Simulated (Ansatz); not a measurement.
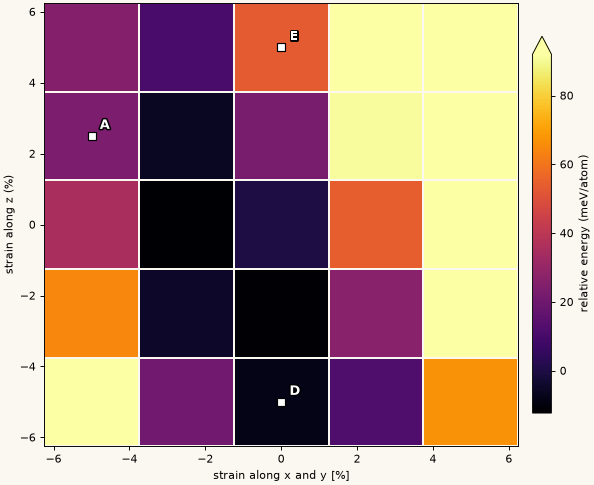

Au (P6_3/mmc, No. 194; 2 atoms in the cell). 
- The cell is strained homogeneously, by one strain along x and y and another along z, with fractional coordinates fixed (x along [1 0 0], z along [0 0 1] of the conventional cell).
- Coordinates scanned: (1) strain along x and y; (2) strain along z.
- The scan uses a 5 × 5 grid.
- Points are written as (first, second).
- All energies are given in meV/atom relative to the unstrained cell.
- The reference cell is the one listed in the database, not relaxed at this level.
- Theory: Ansatz, DFT PBEsol, scalar-relativistic, plane waves, PAW. Settings: cutoff 420 eV, k-mesh 18×18×10 in the order of the run's cell vectors, gaussian smearing 0.15 eV, no spin polarisation.

In the figure: one coloured cell a grid point, one colour for all values above the top of the scale, lettered points.

Question: Is D the lowest point of the computed grid?

Answer: No. D lies 4.5 meV/atom above the lowest grid point, which is at (−2.5 %, 0.0 %).

Question: Rank the lettered points by energy, lowest first.

Answer: D (−8 meV/atom), A (24 meV/atom), E (53 meV/atom).
